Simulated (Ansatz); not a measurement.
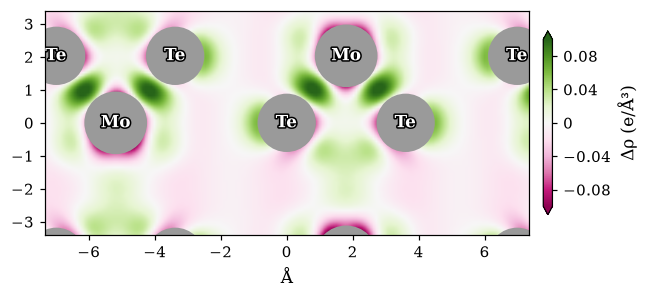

Figure. Te$_{2}$Mo. Bonding charge density, ρ(crystal) − Σ ρ(neutral atoms): a map on the (110) plane of the conventional cell, with grey discs over the atomic cores. Cores are masked to 0.9 Å (Te) and 1.0 Å (Mo).

Space group P6_3/mmc; the calculation finds a residual pressure of about 2 GPa at this fixed cell.

These are results of DFT r2SCAN, scalar-relativistic, plane waves, PAW in Ansatz 0.2.0, not measurements.

Core electrons are frozen (PAW), so the fields are smoothed inside the atomic spheres.

Q: Describe the bonding charge.

A: Mo–Te (2.72 Å): Δρ is +0.11 e/Å³ at the midpoint, where it peaks: charge gathers in the bond, as in covalent bonding.
Mo–Mo (3.52 Å): Δρ is +0.03 e/Å³ at the midpoint (this contact isn't in the plane drawn).
Over the whole cell, outside the masked cores, the largest gain, 0.11 e/Å³, lies 1.3 Å from a tellurium nucleus and 1.5 Å from a molybdenum one, and the largest loss lies at the edge of the masked core of Mo.
The rearranged charge, half the integral of |Δρ|, is about 0.26 e an atom.
Bader charges: Te −0.33 and Mo +0.67 e.

Cost of the run: 55 s on 2 threads of Arm Neoverse N1, on a shared host, peak memory 0.83 GiB.
